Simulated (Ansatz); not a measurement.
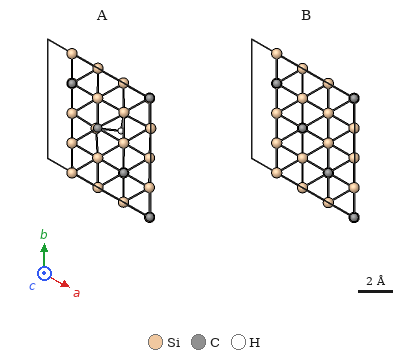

Two geometries of a defect cell of composition Si₁₆HC₁₆ (cell charge +1), drawn at one scale. One is the start of a relaxation, the other its converged end. A ball-and-stick model of the cell of the calculation (origin shifted), seen along the c axis.

Theory: DFT PBE, scalar-relativistic, plane waves, PAW (Ansatz 0.2.0). Set-up: plane-wave cutoff 420 eV; k-point mesh 2 × 2 × 2; occupations gaussian; smearing width 0.02 eV; mesh shifted by (0.5, 0.5, 0.5); no spin polarisation; atoms relaxed in a fixed cell; force threshold 0.02 eV/Å; at most 60 steps.

Q: Which geometry has the lower energy?

A: Structure A is the relaxed one. Case: H interstitial, charge +1, atoms relaxed. The largest move is that of the H atom, 1.50 Å along [3 1 0]. Largest moves by element: H 1.50 Å, Si 0.15 Å, C 0.06 Å. The lattice vectors keep their values. Some distances before and after: H–Si 1.963 → 3.428 Å, C–H 2.140 → 1.122 Å, H–Si 1.890 → 2.572 Å, C–Si 1.896 → 2.003 Å. Among the angles between lasting bonds that change: C–Si–C 109.5° → 103.0°, C–Si–C 109.5° → 114.1°, C–Si–C 109.5° → 104.9°. The energy falls by 2.127 eV per cell of the calculation in 13 geometry steps. Largest force component: 0.74 eV/Å at the start, 0.0022 eV/Å at the end.

Limits of the set-up: the periodic images lie only 7.6 Å apart, so the values are limited by the cell's size; the cell is charged, on a uniform background, and energies carry no finite-size correction.
